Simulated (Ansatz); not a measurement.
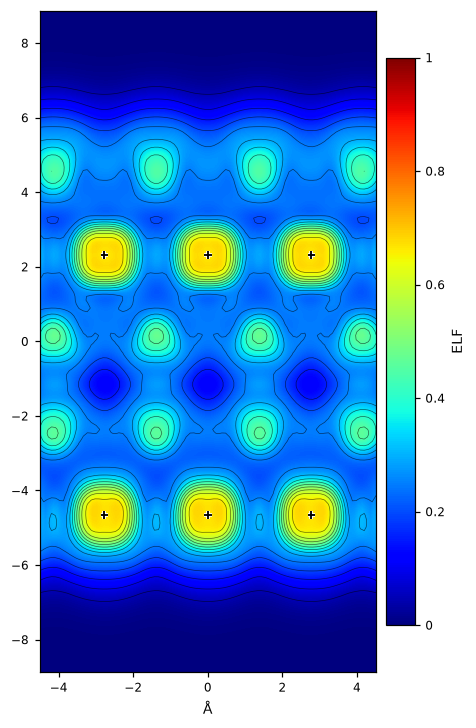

The electron localisation function on a plane through atoms (crosses mark nuclei in the plane).

Computed with DFT PBE, scalar-relativistic, plane waves, PAW (Ansatz).

Candidates:
A. Pt (slab), a = 2.77 Å, b = 2.77 Å, c = 24.06 Å, α = 90.00°, β = 90.00°, γ = 60.00°. 
B. LiNbO3, a = 5.15 Å, b = 5.15 Å, c = 13.87 Å, α = 90.00°, β = 90.00°, γ = 120.00°. Space group R3c; computed pressure about 3 GPa in this cell.
C. Al (slab), a = 2.86 Å, b = 2.86 Å, c = 56.45 Å, α = 90.00°, β = 90.00°, γ = 90.00°. Computed without spin polarisation.

**Which system is this?**

Candidate A: Pt on the (100) plane of the calculation cell, a cut from vacuum to vacuum, which holds Pt. Pt–Pt (2.77 Å): the ELF is about 0.30 at the midpoint: no localised pair shows between them.
